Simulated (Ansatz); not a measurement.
# HfSiO₄: geometry relaxation (part 3 of 3)

HfSiO₄ (I4₁/amd, 12 atoms in the cell); DFT PBE, scalar-relativistic, plane waves, PAW, no spin polarisation (Ansatz 0.2.0); cutoff 420 eV, 6×6×6 k-mesh, Gaussian smearing of 0.02 eV. The structure derives from an entry of the Crystallography Open Database.

Geometry of the input (Å; fractional positions):
```
-3.2862  3.2862  2.9816
3.2862  -3.2862  2.9816
3.2862  3.2862  -2.9816
Hf 0.7500  0.2500  0.5000
Hf 0.0000  0.0000  0.0000
Si 0.2500  0.7500  0.5000
Si 0.5000  0.5000  0.0000
O  0.1353  0.3198  0.8155
O  0.0698  0.7543  0.6845
O  0.5043  0.3198  0.1845
O  0.0698  0.3853  0.3155
O  0.6147  0.9302  0.6845
O  0.6802  0.8647  0.1845
O  0.2457  0.9302  0.3155
O  0.6802  0.4957  0.8155
```

## Output, continued
```
--- Relaxed structure (7 steps of the walk, 7 accepted, 2 SCFs on fresh bases) ---
  F+E_penalty+E_count = -37271.74775908 eV   max|allowed force component| = 7.392e-4 eV/Å   (the final SCF, on the basis selected at the relaxed cell)
  cell:  # Å, volume = 132.8066 Å³
    - [-3.3227452087401534, 3.3227452087401534, 3.007223776008719]
    - [3.3227452087401534, -3.3227452087401534, 3.007223776008719]
    - [3.3227452087401534, 3.3227452087401534, -3.007223776008719]
  atoms:
    - { symbol: Hf, position: [0.75, 0.24999999999999997, 0.49999999999999994] }
    - { symbol: Hf, position: [-7.916923798564276e-20, -9.222860230491791e-20, -9.279022016327571e-21] }
    - { symbol: Si, position: [0.24999999999999997, 0.75, 0.49999999999999994] }
    - { symbol: Si, position: [0.5, 0.5, -9.27902201632696e-21] }
    - { symbol: O, position: [0.13473694764943497, 0.3189317719299922, 0.8158051757194427] }
    - { symbol: O, position: [0.06893177192999235, 0.7531265962105496, 0.6841948242805572] }
    - { symbol: O, position: [0.5031265962105496, 0.3189317719299922, 0.18419482428055728] }
    - { symbol: O, position: [0.06893177192999227, 0.3847369476494349, 0.3158051757194426] }
    - { symbol: O, position: [0.6152630523505649, 0.9310682280700078, 0.6841948242805572] }
    - { symbol: O, position: [0.6810682280700079, 0.8652630523505652, 0.1841948242805573] }
    - { symbol: O, position: [0.24687340378945033, 0.9310682280700077, 0.31580517571944267] }
    - { symbol: O, position: [0.6810682280700078, 0.4968734037894505, 0.8158051757194427] }
```

## Trajectory as extended XYZ (Å, eV, eV/Å), 9 frames, from step=1 to step=9
```
12
Lattice="-3.2862 3.2862 2.9816 3.2862 -3.2862 2.9816 3.2862 3.2862 -2.9816" Properties=species:S:1:pos:R:3:forces:R:3 step=1 energy=-37271.65518 pressure_GPa=7.50
Hf    0.0000    3.2862    1.4908    0.0000   0.0000   0.0000
Hf    0.0000    0.0000    0.0000    0.0000   0.0000   0.0000
Si    3.2862    0.0000    1.4908    0.0000   0.0000   0.0000
Si    0.0000    0.0000    2.9816    0.0000   0.0000   0.0000
O     3.2862    2.0736   -1.0746    0.0000  -0.2729  -0.1950
O     4.4989    0.0000    0.4162    0.2729   0.0000  -0.1950
O     0.0000    1.2126    1.9070    0.0000   0.2729  -0.1950
O     2.0736    0.0000    0.4162   -0.2729   0.0000  -0.1950
O     3.2862    1.2126    2.5654    0.0000   0.2729   0.1950
O     1.2126    0.0000    4.0562    0.2729   0.0000   0.1950
O     3.2862   -1.2126    2.5654    0.0000  -0.2729   0.1950
O     2.0736    3.2862    1.0746   -0.2729   0.0000   0.1950
12
Lattice="-3.3169 3.3169 3.0075 3.3169 -3.3169 3.0075 3.3169 3.3169 -3.0075" Properties=species:S:1:pos:R:3:forces:R:3 step=2 energy=-37271.71071 pressure_GPa=1.02
Hf    0.0000    3.3169    1.5037    0.0000   0.0000   0.0000
Hf    0.0000    0.0000    0.0000    0.0000   0.0000   0.0000
Si    3.3169    0.0000    1.5037    0.0000   0.0000   0.0000
Si    0.0000    0.0000    3.0075    0.0000   0.0000   0.0000
O     3.3169    2.0974   -1.0790    0.0000  -0.3251  -0.3149
O     4.5364    0.0000    0.4247    0.3251   0.0000  -0.3149
O     0.0000    1.2195    1.9285    0.0000   0.3251  -0.3149
O     2.0974    0.0000    0.4247   -0.3251   0.0000  -0.3149
O     3.3169    1.2195    2.5827    0.0000   0.3251   0.3149
O     1.2195    0.0000    4.0865    0.3251   0.0000   0.3149
O     3.3169   -1.2195    2.5827    0.0000  -0.3251   0.3149
O     2.0974    3.3169    1.0790   -0.3251   0.0000   0.3149
12
Lattice="-3.3224 3.3224 3.0026 3.3224 -3.3224 3.0026 3.3224 3.3224 -3.0026" Properties=species:S:1:pos:R:3:forces:R:3 step=3 energy=-37271.72563 pressure_GPa=0.09
Hf    0.0000    3.3224    1.5013    0.0000   0.0000   0.0000
Hf    0.0000    0.0000    0.0000    0.0000   0.0000   0.0000
Si    3.3224    0.0000    1.5013    0.0000   0.0000   0.0000
Si    0.0000    0.0000    3.0026    0.0000   0.0000   0.0000
O     3.3224    2.0963   -1.0842    0.0000   0.0058  -0.0471
O     4.5485    0.0000    0.4172   -0.0058   0.0000  -0.0471
O     0.0000    1.2261    1.9185    0.0000  -0.0058  -0.0471
O     2.0963    0.0000    0.4172    0.0058   0.0000  -0.0471
O     3.3224    1.2261    2.5855    0.0000  -0.0058   0.0471
O     1.2261    0.0000    4.0868   -0.0058   0.0000   0.0471
O     3.3224   -1.2261    2.5855    0.0000   0.0058   0.0471
O     2.0963    3.3224    1.0842    0.0058   0.0000   0.0471
12
Lattice="-3.3210 3.3210 3.0055 3.3210 -3.3210 3.0055 3.3210 3.3210 -3.0055" Properties=species:S:1:pos:R:3:forces:R:3 step=4 energy=-37271.72632 pressure_GPa=0.02
Hf    0.0000    3.3210    1.5027    0.0000   0.0000   0.0000
Hf    0.0000    0.0000    0.0000    0.0000   0.0000   0.0000
Si    3.3210    0.0000    1.5027    0.0000   0.0000   0.0000
Si    0.0000    0.0000    3.0055    0.0000   0.0000   0.0000
O     3.3210    2.0958   -1.0865    0.0000   0.0150  -0.0191
O     4.5462    0.0000    0.4163   -0.0150   0.0000  -0.0191
O     0.0000    1.2252    1.9190    0.0000  -0.0150  -0.0191
O     2.0958    0.0000    0.4163    0.0150   0.0000  -0.0191
O     3.3210    1.2252    2.5892    0.0000  -0.0150   0.0191
O     1.2252    0.0000    4.0920   -0.0150   0.0000   0.0191
O     3.3210   -1.2252    2.5892    0.0000   0.0150   0.0191
O     2.0958    3.3210    1.0865    0.0150   0.0000   0.0191
12
Lattice="-3.3210 3.3210 3.0059 3.3210 -3.3210 3.0059 3.3210 3.3210 -3.0059" Properties=species:S:1:pos:R:3:forces:R:3 step=5 energy=-37271.72645 pressure_GPa=0.05
Hf    0.0000    3.3210    1.5030    0.0000   0.0000   0.0000
Hf    0.0000    0.0000    0.0000    0.0000   0.0000   0.0000
Si    3.3210    0.0000    1.5030    0.0000   0.0000   0.0000
Si    0.0000    0.0000    3.0059    0.0000   0.0000   0.0000
O     3.3210    2.0972   -1.0879    0.0000  -0.0130  -0.0155
O     4.5447    0.0000    0.4151    0.0130   0.0000  -0.0155
O     0.0000    1.2237    1.9180    0.0000   0.0130  -0.0155
O     2.0972    0.0000    0.4151   -0.0130   0.0000  -0.0155
O     3.3210    1.2237    2.5908    0.0000   0.0130   0.0155
O     1.2237    0.0000    4.0938    0.0130   0.0000   0.0155
O     3.3210   -1.2237    2.5908    0.0000  -0.0130   0.0155
O     2.0972    3.3210    1.0879   -0.0130   0.0000   0.0155
12
Lattice="-3.3206 3.3206 3.0067 3.3206 -3.3206 3.0067 3.3206 3.3206 -3.0067" Properties=species:S:1:pos:R:3:forces:R:3 step=6 energy=-37271.72646 pressure_GPa=0.00
Hf    0.0000    3.3206    1.5034    0.0000   0.0000   0.0000
Hf    0.0000    0.0000    0.0000    0.0000   0.0000   0.0000
Si    3.3206    0.0000    1.5034    0.0000   0.0000   0.0000
Si    0.0000    0.0000    3.0067    0.0000   0.0000   0.0000
O     3.3206    2.0970   -1.0887    0.0000   0.0000   0.0002
O     4.5443    0.0000    0.4147    0.0000   0.0000   0.0002
O     0.0000    1.2237    1.9180    0.0000   0.0000   0.0002
O     2.0970    0.0000    0.4147    0.0000   0.0000   0.0002
O     3.3206    1.2237    2.5920    0.0000   0.0000  -0.0002
O     1.2237    0.0000    4.0954    0.0000   0.0000  -0.0002
O     3.3206   -1.2237    2.5920    0.0000   0.0000  -0.0002
O     2.0970    3.3206    1.0887    0.0000   0.0000  -0.0002
12
Lattice="-3.3206 3.3206 3.0067 3.3206 -3.3206 3.0067 3.3206 3.3206 -3.0067" Properties=species:S:1:pos:R:3:forces:R:3 step=7 energy=-37271.74750 pressure_GPa=0.28
Hf    0.0000    3.3206    1.5034    0.0000   0.0000   0.0000
Hf    0.0000    0.0000    0.0000    0.0000   0.0000   0.0000
Si    3.3206    0.0000    1.5034    0.0000   0.0000   0.0000
Si    0.0000    0.0000    3.0067    0.0000   0.0000   0.0000
O     3.3206    2.0970   -1.0887    0.0000   0.0000  -0.0003
O     4.5443    0.0000    0.4147    0.0000   0.0000  -0.0003
O     0.0000    1.2237    1.9180    0.0000   0.0000  -0.0003
O     2.0970    0.0000    0.4147    0.0000   0.0000  -0.0003
O     3.3206    1.2237    2.5920    0.0000   0.0000   0.0003
O     1.2237    0.0000    4.0954    0.0000   0.0000   0.0003
O     3.3206   -1.2237    2.5920    0.0000   0.0000   0.0003
O     2.0970    3.3206    1.0887    0.0000   0.0000   0.0003
12
Lattice="-3.3227 3.3227 3.0072 3.3227 -3.3227 3.0072 3.3227 3.3227 -3.0072" Properties=species:S:1:pos:R:3:forces:R:3 step=8 energy=-37271.74678 pressure_GPa=-0.02
Hf    0.0000    3.3227    1.5036    0.0000   0.0000   0.0000
Hf    0.0000    0.0000    0.0000    0.0000   0.0000   0.0000
Si    3.3227    0.0000    1.5036    0.0000   0.0000   0.0000
Si    0.0000    0.0000    3.0072    0.0000   0.0000   0.0000
O     3.3227    2.0987   -1.0890    0.0000  -0.0001  -0.0006
O     4.5468    0.0000    0.4146    0.0001   0.0000  -0.0006
O     0.0000    1.2241    1.9182    0.0000   0.0001  -0.0006
O     2.0987    0.0000    0.4146   -0.0001   0.0000  -0.0006
O     3.3227    1.2241    2.5926    0.0000   0.0001   0.0006
O     1.2241    0.0000    4.0962    0.0001   0.0000   0.0006
O     3.3227   -1.2241    2.5926    0.0000  -0.0001   0.0006
O     2.0987    3.3227    1.0890   -0.0001   0.0000   0.0006
12
Lattice="-3.3227 3.3227 3.0072 3.3227 -3.3227 3.0072 3.3227 3.3227 -3.0072" Properties=species:S:1:pos:R:3:forces:R:3 step=9 energy=-37271.74776 pressure_GPa=-0.01
Hf    0.0000    3.3227    1.5036    0.0000   0.0000   0.0000
Hf    0.0000    0.0000    0.0000    0.0000   0.0000   0.0000
Si    3.3227    0.0000    1.5036    0.0000   0.0000   0.0000
Si    0.0000    0.0000    3.0072    0.0000   0.0000   0.0000
O     3.3227    2.0987   -1.0890    0.0000  -0.0001  -0.0007
O     4.5468    0.0000    0.4146    0.0001   0.0000  -0.0007
O     0.0000    1.2241    1.9182    0.0000   0.0001  -0.0007
O     2.0987    0.0000    0.4146   -0.0001   0.0000  -0.0007
O     3.3227    1.2241    2.5926    0.0000   0.0001   0.0007
O     1.2241    0.0000    4.0962    0.0001   0.0000   0.0007
O     3.3227   -1.2241    2.5926    0.0000  -0.0001   0.0007
O     2.0987    3.3227    1.0890   -0.0001   0.0000   0.0007
```

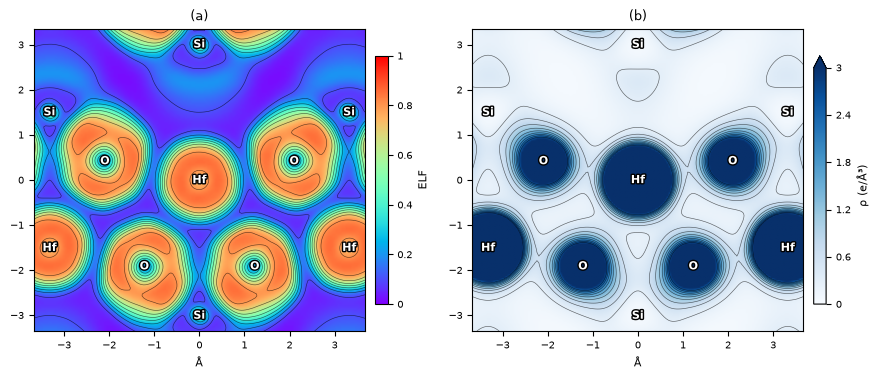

Fig. 1: (a) ELF; (b) valence charge density (pseudo) on the (100) plane of the conventional cell. The section cuts through Hf, Si and O sites. Si–O (1.64 Å): ρ is about 1.2 e/Å³ halfway; the ELF peaks at about 0.85 between the atoms, which marks a polar covalent bond. Hf–O (2.14 Å): the density is about 0.64 e/Å³ at the midpoint; the ELF peaks at about 0.85 in the valence shell of O, 0.6 Å from its nucleus, and drops to about 0.15 between the two atoms. Hf–O (2.28 Å): ρ at the midpoint is about 0.46 e/Å³; the ELF peaks at about 0.85 in the valence shell of O, 0.7 Å from its nucleus, and drops to about 0.15 between the two atoms. Away from the nuclei the density in this plane falls to 0.04 e/Å³ at its lowest. The strong features right at Hf lie inside the PAW spheres (semicore, d or f shells) and say nothing about bonding. Core electrons are frozen (PAW), so the fields are smoothed inside the atomic spheres.

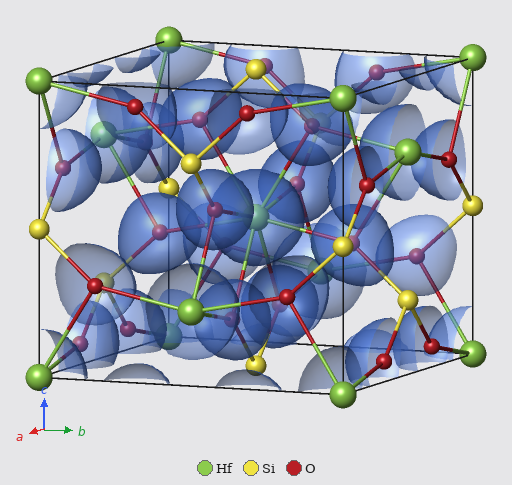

Fig. 2: Isosurface of the valence charge density (pseudo) at 0.8 e/Å³ (blue), seen slightly off an axis. Sticks mark near contacts. The outline is the cell set on symmetry axes. At this value the density breaks into separate islands; it holds about 75 % of the electrons treated as valence (semicore included). It is pinched off along the Hf–O (2.14 Å) and Hf–O (2.28 Å) contacts. On the grid the lowest density along these lines, outside the cores, is 1 e/Å³ (Si–O, 1.64 Å), 0.6 e/Å³ (Hf–O, 2.14 Å) and 0.45 e/Å³ (Hf–O, 2.28 Å).

## Summary

| quantity | value |
| --- | --- |
| outcome | converged |
| space group (tolerance 0.01 Å) | I4₁/amd (141) |
| electrons treated | 108 |
| free energy | −37271.7478 eV |
| Fermi energy | 12.289 eV |
| gap on the k-point mesh | 5.33 eV |
| pressure | −0.01 GPa |
| final volume | 132.81 Å³ |
| largest force (length of the vector) at the end | 0.001 eV/Å |
| final cell | a = 5.579 Å, b = 5.579 Å, c = 5.579 Å, α = 106.89°, β = 106.89°, γ = 114.76° |
| wall time | 76 s (CPU time 4.6 min) |
| peak memory | 0.76 GiB |

## Notes

Spin–orbit coupling is left out, which matters for Hf.
